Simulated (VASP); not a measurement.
# A VASP study of CdS (Greenockite) (PBE): structure first, properties next, part 5 of 5

Aim: relax CdS (Greenockite), then compute properties on the relaxed cell. The start is a cell from a database of measured crystal structures.

VASP 6.6.1; PBE; plane waves and PAW (Cd, S).

So far, gap on the k-mesh (eV): step 3 (relaxing cell and atoms (PBE)) 1.12; step 4 (second relaxation) 1.11; step 7 (total and projected DOS (PBE)) 1.11. The relaxed cell has a = 4.193, c = 6.831 Å (conventional setting).

**8. Zone-centre phonons (PBE) (continued)**

Parts of OUTCAR (step 8):

```text
   k-points           NKPTS =     76   k-points in BZ     NKDIM =     76   number of bands    NBANDS=     24

   NELECT =      36.0000    total number of electrons

  Total       -0.0089001     -0.0089001     -0.0153638      0.0000000     -0.0000000     -0.0000000
  in kB       -0.1371277     -0.1371277     -0.2367180      0.0000000     -0.0000000     -0.0000000
  external PRESSURE =      -0.1703245 kB  Pullay stress =       0.0000000 kB

 POSITION                                       TOTAL-FORCE (eV/Angst)
 -----------------------------------------------------------------------------------
      2.09629      1.21030      6.82736         0.000000     -0.000000     -0.006333
     -0.00000      2.42059      3.41186        -0.000000      0.000000     -0.006333
      2.09629      1.21030      2.56527        -0.000000      0.000000      0.006333
     -0.00000      2.42059      5.98077        -0.000000     -0.000000      0.006333
 -----------------------------------------------------------------------------------
    total drift:                               -0.000000     -0.000001     -0.000554

 MACROSCOPIC STATIC DIELECTRIC TENSOR (including local field effects in DFT)
 ------------------------------------------------------
           6.075693     0.000000     0.000000
           0.000000     6.075693     0.000000
           0.000000     0.000000     6.164227
 ------------------------------------------------------

 PIEZOELECTRIC TENSOR (including local field effects)  for field in x, y, z        (C/m^2)
          XX          YY          ZZ          XY          YZ          ZX
  --------------------------------------------------------------------------------
  x     0.00000    -0.00000     0.00000     0.00000     0.00000     0.34624
  y    -0.00000    -0.00000    -0.00000     0.00000     0.34624     0.00000
  z     0.34088     0.34088    -0.69233     0.00000     0.00000     0.00000

 BORN EFFECTIVE CHARGES (including local field effects) (in |e|, cummulative output)
 ---------------------------------------------------------------------------------
 ion    1
    1     2.18012     0.00000     0.00000
    2     0.00000     2.18012     0.00000
    3     0.00000    -0.00000     2.27085
 ion    2
    1     2.18012    -0.00000     0.00000
    2     0.00000     2.18012    -0.00000
    3     0.00000     0.00000     2.27085
 ion    3
    1    -2.18012     0.00000     0.00000
    2     0.00000    -2.18012     0.00000
    3     0.00000     0.00000    -2.27085
 ion    4
    1    -2.18012     0.00000     0.00000
    2     0.00000    -2.18012     0.00000
    3     0.00000     0.00000    -2.27085

 Eigenvectors and eigenvalues of the dynamical matrix
 ----------------------------------------------------

   1 f  =    8.515505 THz    53.504498 2PiTHz  284.046684 cm-1    35.217285 meV
             X         Y         Z           dx          dy          dz
      2.096294  1.210296  6.827358    -0.000000   -0.000000    0.110353
     -0.000000  2.420592  3.411858     0.000000    0.000000   -0.110353
      2.096294  1.210296  2.565267    -0.000000   -0.000000   -0.698443
     -0.000000  2.420592  5.980767     0.000000    0.000000    0.698443

   2 f  =    7.054037 THz    44.321819 2PiTHz  235.297331 cm-1    29.173138 meV
             X         Y         Z           dx          dy          dz
      2.096294  1.210296  6.827358     0.000001   -0.284926    0.000000
     -0.000000  2.420592  3.411858    -0.000001    0.284926   -0.000000
      2.096294  1.210296  2.565267     0.000002   -0.647161   -0.000000
     -0.000000  2.420592  5.980767    -0.000002    0.647161   -0.000000

   3 f  =    7.054037 THz    44.321819 2PiTHz  235.297331 cm-1    29.173138 meV
             X         Y         Z           dx          dy          dz
      2.096294  1.210296  6.827358     0.284926    0.000001   -0.000000
     -0.000000  2.420592  3.411858    -0.284926   -0.000001   -0.000000
      2.096294  1.210296  2.565267     0.647161    0.000002    0.000000
[...]
-0.000000  2.420592  3.411858    -0.332896   -0.000001    0.000000
      2.096294  1.210296  2.565267     0.623843    0.000002   -0.000000
     -0.000000  2.420592  5.980767     0.623843    0.000002   -0.000000

   6 f  =    6.493155 THz    40.797699 2PiTHz  216.588353 cm-1    26.853521 meV
             X         Y         Z           dx          dy          dz
      2.096294  1.210296  6.827358     0.000000    0.000000    0.332725
     -0.000000  2.420592  3.411858     0.000000    0.000000    0.332725
      2.096294  1.210296  2.565267    -0.000000   -0.000000   -0.623934
     -0.000000  2.420592  5.980767    -0.000000   -0.000000   -0.623934

   7 f  =    3.903313 THz    24.525237 2PiTHz  130.200495 cm-1    16.142797 meV
             X         Y         Z           dx          dy          dz
      2.096294  1.210296  6.827358    -0.000000    0.000000    0.698443
     -0.000000  2.420592  3.411858    -0.000000    0.000000   -0.698443
      2.096294  1.210296  2.565267     0.000000   -0.000000    0.110353
     -0.000000  2.420592  5.980767     0.000000   -0.000000   -0.110353

   8 f  =    1.259862 THz     7.915946 2PiTHz   42.024471 cm-1     5.210368 meV
             X         Y         Z           dx          dy          dz
      2.096294  1.210296  6.827358    -0.000030    0.647161   -0.000000
     -0.000000  2.420592  3.411858     0.000030   -0.647161   -0.000000
      2.096294  1.210296  2.565267     0.000013   -0.284926   -0.000000
     -0.000000  2.420592  5.980767    -0.000013    0.284926   -0.000000

   9 f  =    1.259862 THz     7.915946 2PiTHz   42.024471 cm-1     5.210368 meV
             X         Y         Z           dx          dy          dz
      2.096294  1.210296  6.827358     0.647161    0.000030    0.000000
     -0.000000  2.420592  3.411858    -0.647161   -0.000030    0.000000
      2.096294  1.210296  2.565267    -0.284926   -0.000013    0.000000
     -0.000000  2.420592  5.980767     0.284926    0.000013    0.000000

  10 f/i=    0.002461 THz     0.015460 2PiTHz    0.082074 cm-1     0.010176 meV
             X         Y         Z           dx          dy          dz
      2.096294  1.210296  6.827358     0.452158    0.429807    0.000000
     -0.000000  2.420592  3.411858     0.452158    0.429807    0.000000
      2.096294  1.210296  2.565267     0.241281    0.229354    0.000000
     -0.000000  2.420592  5.980767     0.241281    0.229354    0.000000

  11 f/i=    0.002461 THz     0.015460 2PiTHz    0.082074 cm-1     0.010176 meV
             X         Y         Z           dx          dy          dz
      2.096294  1.210296  6.827358    -0.429807    0.452158   -0.000000
     -0.000000  2.420592  3.411858    -0.429807    0.452158   -0.000000
      2.096294  1.210296  2.565267    -0.229354    0.241281   -0.000000
     -0.000000  2.420592  5.980767    -0.229354    0.241281   -0.000000

  12 f/i=    0.004166 THz     0.026176 2PiTHz    0.138967 cm-1     0.017230 meV
             X         Y         Z           dx          dy          dz
      2.096294  1.210296  6.827358    -0.000000    0.000000    0.623934
     -0.000000  2.420592  3.411858    -0.000000    0.000000    0.623934
      2.096294  1.210296  2.565267    -0.000000    0.000000    0.332725
     -0.000000  2.420592  5.980767    -0.000000    0.000000    0.332725

 MACROSCOPIC STATIC DIELECTRIC TENSOR IONIC CONTRIBUTION
 ------------------------------------------------------
           3.632145    -0.000000     0.000000
          -0.000000     3.632145    -0.000000
           0.000000    -0.000000     4.173512
 ------------------------------------------------------

 ELASTIC MODULI CONTR FROM IONIC RELAXATION (kBar)
 Direction    XX          YY          ZZ          XY          YZ          ZX
 --------------------------------------------------------------------------------
 XX        -263.8840    109.1785    149.7943      0.0000      0.0000     -0.0000
 YY         109.1785   -263.8840    149.7943     -0.0000      0.0000     -0.0000
 ZZ         149.7943    149.7943   -290.0778     -0.0000     -0.0000      0.0000
 XY           0.0000     -0.0000     -0.0000   -186.5313      0.0000      0.0000
 YZ           0.0000     -0.0000     -0.0000      0.0000    -70.3667      0.0000
 ZX          -0.0000     -0.0000      0.0000     -0.0000      0.0000    -78.0790
 --------------------------------------------------------------------------------

 PIEZOELECTRIC TENSOR IONIC CONTR  for field in x, y, z        (C/m^2)
          XX          YY          ZZ          XY          YZ          ZX
  --------------------------------------------------------------------------------
  x    -0.00000    -0.00000     0.00000     0.00000     0.00000    -0.50110
  y     0.00000    -0.00000    -0.00000     0.00000    -0.47570     0.00000
  z    -0.53464    -0.53464     1.03533     0.00000     0.00000    -0.00000

[... 7 parts as in an earlier step ...]

[... 3 further parts left out ...]
```

Energies printed during the response cycles are not total energies of the cell.

This step gave:

```
bands                     : 24
irreducible k points      : 76
pressure of the cell      : -0.01703 GPa
largest force of the cell : 0.006333 eV/Å
Fermi energy              : 1.179 eV
```

Electronic dielectric tensor with local fields:

```
6.08 0.00 0.00
0.00 6.08 0.00
0.00 0.00 6.16
```

Ionic part of the static dielectric tensor:

```
3.63 0.00 0.00
0.00 3.63 0.00
0.00 0.00 4.17
```

Born effective charge (e), principal values of the symmetric part by kind of site:

```
atom  atoms with these values    low  middle   high   mean
 Cd1                        2   2.18    2.18   2.27   2.21
  S3                        2  -2.27   -2.18  -2.18  -2.21
```

In full for S3:

```
-2.18  0.00  0.00
 0.00 -2.18  0.00
 0.00  0.00 -2.27
```

Infrared lines, with heights relative to the strongest:

```
position (cm⁻¹)  lines merged  squared mode dipole, relative
             42             2                            0.0
            130             1                            0.0
            217             1                             54
            223             2                            100
            235             2                            0.0
            284             1                            0.0
```

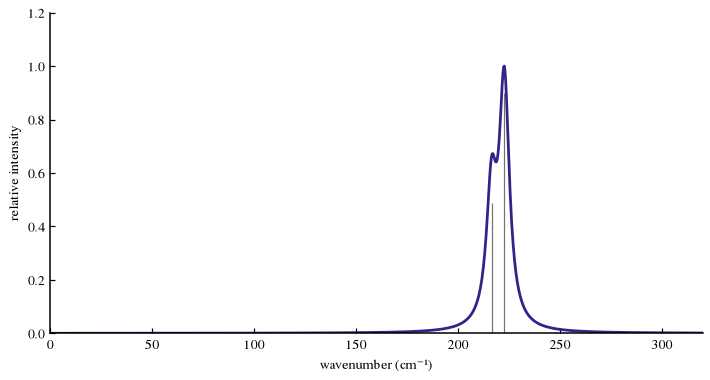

The infrared spectrum, broadened with Lorentzians of width 6 cm⁻¹; bars mark the lines.

Transverse limit, no LO-TO splitting. Modes at Γ, with each element's share of the kinetic energy:

```
mode  frequency (cm⁻¹)  symmetry      IR  Cd %  S %
   1              -0.1  acoustic  1.5e-7    78   22
   2              -0.1  acoustic  4.0e-8    78   22
   3              -0.1  acoustic  4.0e-8    78   22
   4              42.0        E2       0    84   16
   5              42.0        E2       0    84   16
   6             130.2         B       0    98    2
   7             216.6        A1    0.41    22   78
   8             222.9        E1    0.38    22   78
   9             222.9        E1    0.38    22   78
  10             235.3        E2       0    16   84
  11             235.3        E2       0    16   84
  12             284.0         B       0     2   98
```

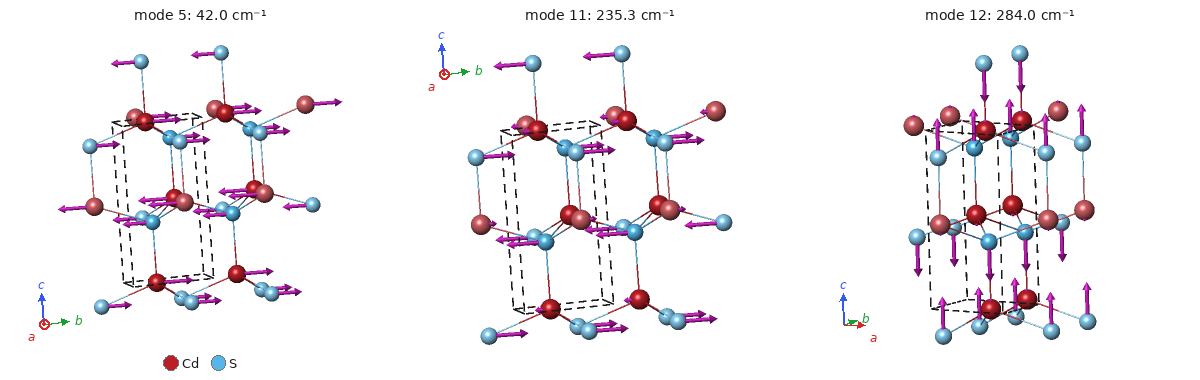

Displacement patterns of modes 5, 11 and 12 at Γ; arrows are exaggerated. 1×2×1 cells are drawn. Some periodic images of atoms are drawn too.

Piezoelectric tensor, ionic part (C/m²), by row:

```
field       xx       yy     zz  xy       yz       zx
    x        0        0      0   0        0  -0.5011
    y        0        0      0   0  -0.4757        0
    z  -0.5346  -0.5346  1.035   0        0        0
```

Piezoelectric tensor with clamped ions (C/m²), by row:

```
field      xx      yy       zz  xy      yz      zx
    x       0       0        0   0       0  0.3462
    y       0       0        0   0  0.3462       0
    z  0.3409  0.3409  -0.6923   0       0       0
```

The Born charges sum to zero; the printed set may have that rule imposed, so this is no test. Born charges and mode vectors give each infrared mode its dipole; summed over the modes, dipole squared over frequency squared adds 3.81 to the electronic 6.11, for a mean static constant of 9.92. By the characters of their eigenvectors the optical modes sort into (cm⁻¹) Raman active: E2 42, A1 217, E1 223, E2 235; infrared active: A1 217, E1 223; silent: B 130, B 284. B labels carry no number here, since it depends on the setting of the axes.

**9. Core-level energies (PBE)**

Core levels shift with the potential at each site, so they tell like atoms on unlike sites apart.

INCAR reads:

```
SYSTEM = CdS
PREC = Accurate
ENCUT = 400
EDIFF = 1E-06
NELM = 100
ISMEAR = 0
SIGMA = 0.05
LREAL = .FALSE.
ALGO = Normal
GGA = PE
NBANDS = 24
LORBIT = 11
LWAVE = .FALSE.
LCHARG = .FALSE.
KPAR = 4
ICORELEVEL = 1
```

POSCAR reads:

```
CdS
1.0
    4.1925876750      0.0000000000      0.0000000000
   -2.0962938375      3.6308874342      0.0000000000
    0.0000000000      0.0000000000      6.8310000015
Cd S
2 2
Direct
    0.6666666667      0.3333333333      0.9994667924
    0.3333333333      0.6666666667      0.4994667924
    0.6666666667      0.3333333333      0.3755332076
    0.3333333333      0.6666666667      0.8755332076
```

KPOINTS reads:

```
Automatic mesh
0
Gamma
6 6 4
0 0 0
```

The projector-augmented-wave data sets are Cd and S (PBE family, release 64).

On the command line:

```bash
mpirun -np 4 vasp_std
```

Log:

```text
[... set-up lines as in an earlier step ...]
 entering main loop
       N       E                     dE             d eps       ncg     rms          rms(c)
[... 1 cycle as in an earlier step ...]
DAV:   2    -0.293927151753E+01   -0.21231E+03   -0.20683E+03  1176   0.305E+02
[... 1 cycle as in an earlier step ...]
DAV:   4    -0.133949125982E+02   -0.96111E-01   -0.96081E-01  1192   0.650E+00
DAV:   5    -0.133966630681E+02   -0.17505E-02   -0.17504E-02  1256   0.836E-01    0.104E+01
DAV:   6    -0.123122101173E+02    0.10845E+01   -0.22743E+00  1344   0.149E+01    0.837E+00
DAV:   7    -0.122940873663E+02    0.18123E-01   -0.73889E-01  1120   0.471E+00    0.397E+00
DAV:   8    -0.122921576721E+02    0.19297E-02   -0.90677E-02  1136   0.304E+00    0.482E-01
DAV:   9    -0.122903641359E+02    0.17935E-02   -0.17124E-02  1288   0.159E+00    0.138E-01
DAV:  10    -0.122906485226E+02   -0.28439E-03   -0.13605E-03  1184   0.353E-01    0.117E-01
DAV:  11    -0.122907893197E+02   -0.14080E-03   -0.23934E-04  1200   0.110E-01    0.944E-02
DAV:  12    -0.122908008843E+02   -0.11565E-04   -0.16365E-04  1072   0.824E-02    0.146E-02
DAV:  13    -0.122908016490E+02   -0.76471E-06   -0.14466E-05  1280   0.277E-02    0.791E-03
DAV:  14    -0.122908026141E+02   -0.96515E-06   -0.22964E-06   888   0.126E-02
   1 F= -.12290803E+02 E0= -.12290803E+02  d E =-.380647E-14
```

Wall time 13 s (4 MPI ranks of AMD EPYC 7R43, shared host); peak memory 0.66 GiB.

Parts of OUTCAR (step 9):

```text
   NELECT =      36.0000    total number of electrons

 the core state eigenenergies are
   1-  1s -26513.9952  2s  -3931.1579  2p  -3526.4115  3s   -728.0670  3p   -595.3560
       3d   -387.8023  4s   -100.3171  4p    -61.3854
   2-  1s -26513.9952  2s  -3931.1579  2p  -3526.4115  3s   -728.0670  3p   -595.3560
       3d   -387.8023  4s   -100.3171  4p    -61.3854
   3-  1s  -2397.4052  2s   -203.4650  2p   -148.2382
   4-  1s  -2397.4052  2s   -203.4650  2p   -148.2382

 E-fermi :   1.1802

  Total       -0.0084822     -0.0084822     -0.0257806      0.0000000      0.0000000      0.0000000
  in kB       -0.1306896     -0.1306896     -0.3972136      0.0000000      0.0000000      0.0000000
  external PRESSURE =      -0.2195309 kB  Pullay stress =       0.0000000 kB

 POSITION                                       TOTAL-FORCE (eV/Angst)
 -----------------------------------------------------------------------------------
      2.09629      1.21030      6.82736        -0.000000     -0.000000     -0.005407
     -0.00000      2.42059      3.41186         0.000000      0.000000     -0.005407
      2.09629      1.21030      2.56527         0.000000     -0.000000      0.005407
     -0.00000      2.42059      5.98077        -0.000000      0.000000      0.005407
 -----------------------------------------------------------------------------------
    total drift:                               -0.000000     -0.000001     -0.000510

  FREE ENERGIE OF THE ION-ELECTRON SYSTEM (eV)
  ---------------------------------------------------
  free  energy   TOTEN  =       -12.2908026141 eV

  energy  without entropy=      -12.2908026141  energy(sigma->0) =      -12.29080261

[... 16 parts as in an earlier step ...]

[... 1 further part left out ...]
```

These are scalar-relativistic Kohn-Sham levels of the ground state, with no core hole, so they are not binding energies.

Numbers from this step:

- irreducible k points: 21
- Fermi energy: 1.180 eV
- pressure: -0.02195 GPa
- gap on the k-mesh: 1.111 eV
- least direct gap on the k-mesh: 1.111 eV

Kohn-Sham core levels. Core levels, by row:

```
atom  shell  level below the valence-band top (eV)
 Cd1     1s                                  26515
 Cd1     2s                                   3932
 Cd1     2p                                   3527
 Cd1     3s                                    729
 Cd1     3p                                  596.3
 Cd1     3d                                  388.7
 Cd1     4s                                  101.2
 Cd1     4p                                  62.31
 Cd2     1s                                  26515
 Cd2     2s                                   3932
 Cd2     2p                                   3527
 Cd2     3s                                    729
 Cd2     3p                                  596.3
 Cd2     3d                                  388.7
 Cd2     4s                                  101.2
 Cd2     4p                                  62.31
  S3     1s                                   2398
  S3     2s                                  204.4
  S3     2p                                  149.2
  S4     1s                                   2398
  S4     2s                                  204.4
  S4     2p                                  149.2
```

Atoms of one element give levels within 0.1 eV of each other.

**10. Results**

```yaml
relaxed_volume: 26.00 Å³/atom
relaxed_conventional_cell_a_b_c: 4.193, 4.193, 6.831 Å; angles 90.0, 90.0, 120.0°
space_group_after_relaxing_within_0p02_a: P6_3mc (No. 186)
band_gap: 1.11 eV, direct
gap_among_the_points_of_the_dos_mesh_alone_an_upper_bound: 1.11 eV
static_dielectric_constant_from_modes_and_born_charges_mean: 9.92
electronic_dielectric_constant_mean: 6.11
highest_zone_centre_mode: 284 cm⁻¹
shallowest_level_of_the_frozen_cores: Cd1 4p, 62.3 eV deep
```

In words: With PBE, CdS (Greenockite) relaxes to 26.00 Å³/atom in space group P6_3mc (held by the symmetry of the run) and has a direct gap of 1.11 eV. Against the listed cell the volume lies +4.5 % (a +1.3 %, c +1.7 %). Zone-centre phonons (PBE): The principal values of the ionic part of the static dielectric tensor are 3.63, 3.63 and 4.17. Zone-centre phonons (PBE): Mean Born effective charge: Cd1 2.21, S3 -2.21 e. Zone-centre phonons (PBE): The strongest infrared line lies at 223 cm⁻¹, followed by 217. Zone-centre phonons (PBE): The highest mode in this list at Γ, 284.0 cm⁻¹, is mostly motion of S (98 % of the kinetic energy). Semilocal functionals usually underestimate gaps. Spin-orbit coupling is left out; it would split some degenerate bands. Modes at Γ alone can't show that the crystal is stable at other wave vectors, and the LO-TO splitting is not included. No search among competing phases was made, and a listed structure need not be the one stable at ambient conditions. All values are for a static lattice at zero temperature.

[Lines on the potential files, build, host, timing and source positions are cut from VASP's logs without a mark.]

[Logs are printed without paths, hosts, clocks, repeated set-up lines and the standing remarks that a program may print on its own settings, such as how far it seeks lower states.]

[Hosts, paths, dates, database ids (printed as entryN), source tags and the programs' standing remarks are cut or masked in the printed files.]

[A measured line is paired with the nearest computed mode of its activity, which favours agreement.]
